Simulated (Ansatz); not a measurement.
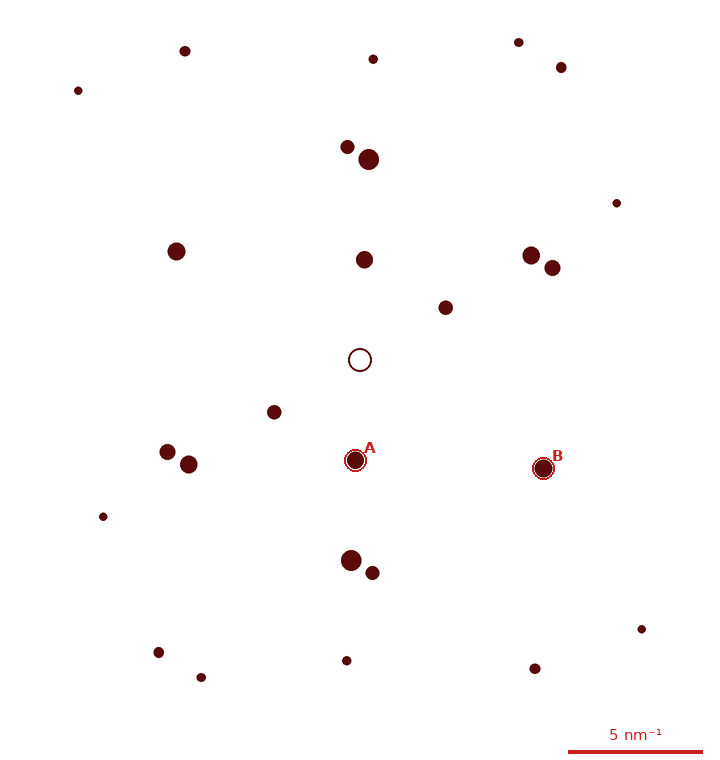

Kinematic zone-axis pattern, calculated for 120 keV electrons with B = 0.8 Å². Two individuals of a reflection twin are superposed (a geometric construction: whether this twin forms is not tested; the second individual is smaller and so fainter). Crystal: Rh, space group P6/mmm (No. 191), a = 4.327 Å, c = 2.658 Å (hexagonal axes), zone axis [310]. Structure: the input geometry of an electronic-structure calculation (not necessarily at equilibrium); the starting structure was generated, so it need not be a known form of this composition.

In the first individual spot A is 0 0 -1 and spot B is -1 3 -1.

Find the twin plane.

(1-31). The spot positions of the combined pattern are mirror-symmetric about the row through 1 -3 1 (d = 1.250 Å), which both individuals share, while a single individual has only symmetry 2mm without that mirror line. Friedel's law adds a mirror line at right angles, along which no low-index reflection lies.

Which other reflections coincide?

Within the frame only the reflections of the common row coincide.
